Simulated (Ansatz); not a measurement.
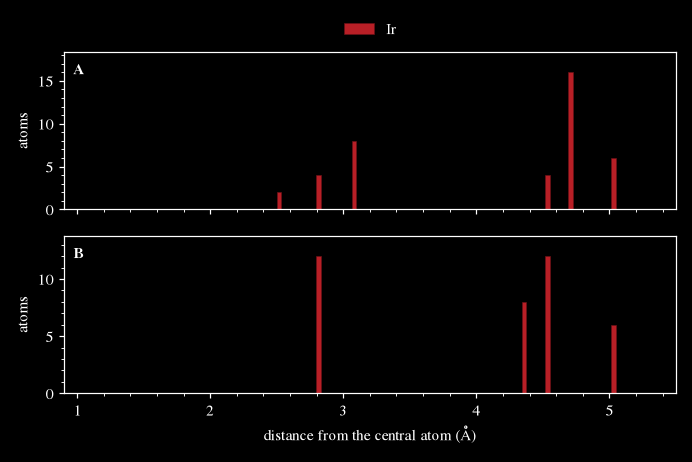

Neighbour shells computed from the structure of Ir: each bar gives the number of atoms of one element at one distance (within 0.03 Å) from a central atom. Structure used: the end point of a relaxation with DFT, BLYP, plane waves (420 eV) with PAW, scalar-relativistic in Ansatz 0.2.0; the starting structure was generated, so it need not be a known form of this composition.

```
a = 5.032 Å, b = 5.032 Å, c = 5.032 Å, α = 90.00°, β = 90.00°, γ = 90.00°
Ir1  0.0000  0.0000  0.0000
Ir2  0.5000  0.5000  0.5000
Ir3  0.2500  0.0000  0.5000
Ir4  0.7500  0.0000  0.5000
Ir5  0.5000  0.2500  0.0000
Ir6  0.5000  0.7500  0.0000
Ir7  0.0000  0.5000  0.2500
Ir8  0.0000  0.5000  0.7500
```

Q: Which atom of the list is the centre of each panel?

A: panel A: Ir3 (or an equivalent site: Ir4, Ir5, Ir6, Ir7, Ir8); panel B: Ir1 (or an equivalent site: Ir2).

Q: Read off the nearest shells (six at most) of each panel.

A: Panel A: 2 Ir at 2.52 Å, 4 Ir at 2.81 Å, 8 Ir at 3.08 Å, 4 Ir at 4.54 Å, 16 Ir at 4.71 Å, 6 Ir at 5.03 Å
Panel B: 12 Ir at 2.81 Å, 8 Ir at 4.36 Å, 12 Ir at 4.54 Å, 6 Ir at 5.03 Å
